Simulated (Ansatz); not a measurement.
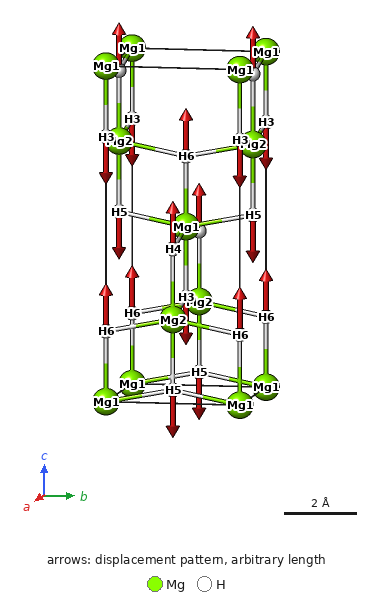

Normal modes of a crystal of MgH₂ (a generated structure), at the zone centre. The optical levels lie at 202 (×2), 330, 513 (×2), 594 (×2), 766, 986, 1019, 1122, 1171 (×2), 1439 (×2) cm⁻¹. One mode is drawn. The red arrows are the displacements of the atoms (eigenvector over the root of the mass), of arbitrary overall length and sign. Style: ball-and-stick. Shown: the conventional cell (2 times the calculation's cell), slightly off an axis. Lengths and directions refer to the drawn axes.

All numbers below come from Ansatz, DFT PBE, scalar-relativistic, plane waves, PAW. (plane-wave cutoff 420 eV; k-point mesh 8 × 8 × 8; occupations fixed; no spin polarisation)

Frequencies are those without the non-analytic (LO–TO) term.

**To which level does it belong?**

The level at 1019 cm⁻¹. This is the A₁g mode, optical level 7 of 10, counted from below, Raman-active by symmetry. The Mg atoms stay at rest; all motion is along c; atoms of one kind move against one another, with no net shift of their sublattice; it stretches the H–Mg bonds (1.99 Å).
